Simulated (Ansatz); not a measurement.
System: Cu$_{3}$O$_{2}$.

```
CELL_PARAMETERS angstrom
4.04596 0.00000 0.00000
0.00000 4.04596 0.00000
0.00000 0.00000 7.20029
ATOMIC_POSITIONS crystal
Cu 0.00000 0.00000 0.00000
Cu 0.50000 0.50000 0.50000
Cu 0.00000 0.50000 0.25000
Cu 0.50000 0.00000 0.75000
Cu 0.50000 0.00000 0.25000
Cu 0.00000 0.50000 0.75000
O 0.00000 0.50000 0.00000
O 0.50000 0.00000 0.50000
O 0.50000 0.00000 0.00000
O 0.00000 0.50000 0.50000
```

Space group I4/mmm; a structure from a database of computed crystals, not necessarily the ambient phase.

These are results of Ansatz 0.2.0, Kohn-Sham DFT of a periodic cell, PBEsol, Ansatz PAW, not measurements.

Question: What can the converged valence pseudo-density and electron localisation function tell about the bonding?

Answer: Cu–O (1.80 Å): the density is about 0.92 e/Å³ at the midpoint; the ELF peaks at about 0.80 in the valence shell of O, 0.6 Å from its nucleus, and is about 0.25 at the midpoint: no shared electron pair shows on this line.
Cu–O (2.02 Å): ρ at the midpoint is about 0.54 e/Å³; the ELF peaks at about 0.80 in the valence shell of O, 0.6 Å from its nucleus, and is about 0.20 at the midpoint (no localised pair shows between them).

Question: Metal or insulator at this level of theory?

Answer: It is metallic or semimetallic at this level of theory: no gap opens; semilocal functionals without U, or without the true magnetic order, often close the gap of such compounds.

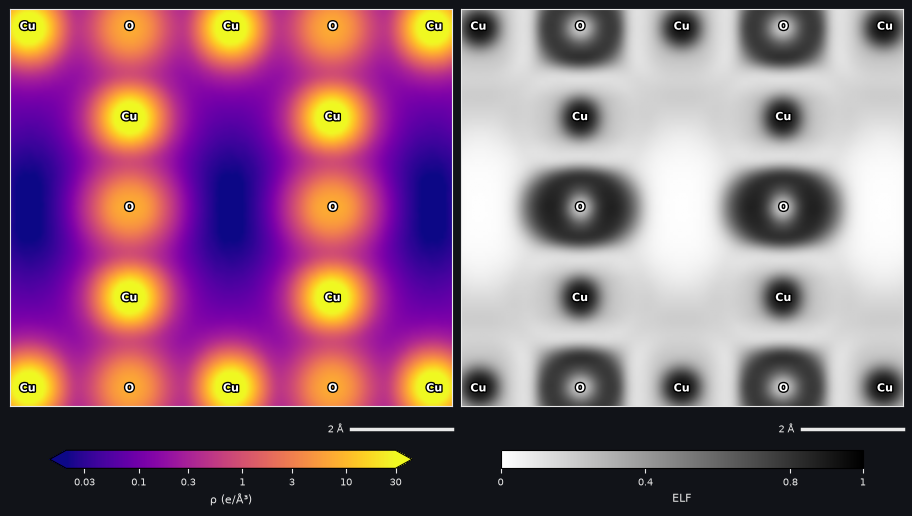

Computed valence pseudo-density and electron localisation function on the (100) plane of the conventional cell, in this order. 

Core electrons are frozen (PAW), and the valence fields are smoothed inside the atomic spheres.
